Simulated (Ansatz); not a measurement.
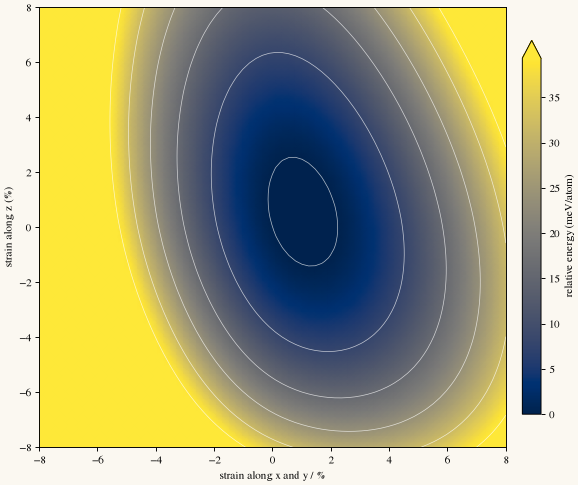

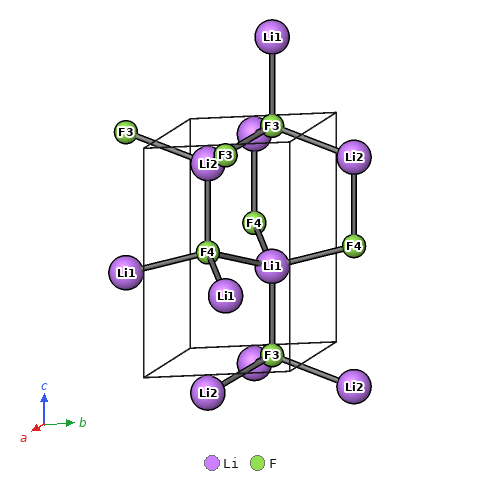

Energy landscape of LiF (P6_3mc, No. 186; 4 atoms in the cell). The cell is strained homogeneously, by one strain along x and y and another along z, with fractional coordinates fixed (x along [1 0 0], z along [0 0 1] of the conventional cell). The first coordinate is: strain along x and y; the second: strain along z. The scan uses a 5 × 5 grid. All energies are given in meV/atom relative to the lowest grid point. The reference cell is the one listed in the database, not relaxed at this level. Level of theory: Ansatz 0.2.0, DFT PBEsol, scalar-relativistic, plane waves, PAW. Settings: cutoff 420 eV, k-mesh 9×9×6 in the order of the run's cell vectors, gaussian smearing 0.05 eV, no spin polarisation.

In the figure: a smooth colour map with a few white contour lines, one colour for all values above the top of the scale. Between grid points the surface is interpolated. The second picture is the structure at the lowest point

Q: Describe this landscape.

A: The lowest grid point is at strain along x and y = 0 %, strain along z = 0 %. It is the only kind of minimum in the scanned range. The highest grid point, strain along x and y = −8 %, strain along z = −8 %, lies 156 meV/atom above the lowest. Round the minimum the valley is somewhat tilted: raising strain along x and y shifts the best value of strain along z downwards (coupling k₁₂/√(k₁₁k₂₂) about 0.3). The gap on the k-mesh is 7.7 eV at the lowest point and runs from 6.7 to 9.2 eV over the map.

Grid values (meV/atom):

| strain along z ↓, strain along x and y → | −8 | −4 | 0 | 4 | 8 |
| --- | --- | --- | --- | --- | --- |
| 8 | 87 | 29 | 13 | 27 | 62 |
| 4 | 86 | 23 | 3 | 13 | 44 |
| 0 | 95 | 25 | 0 | 6 | 33 |
| −4 | 116 | 40 | 9 | 10 | 32 |
| −8 | 156 | 72 | 35 | 30 | 46 |
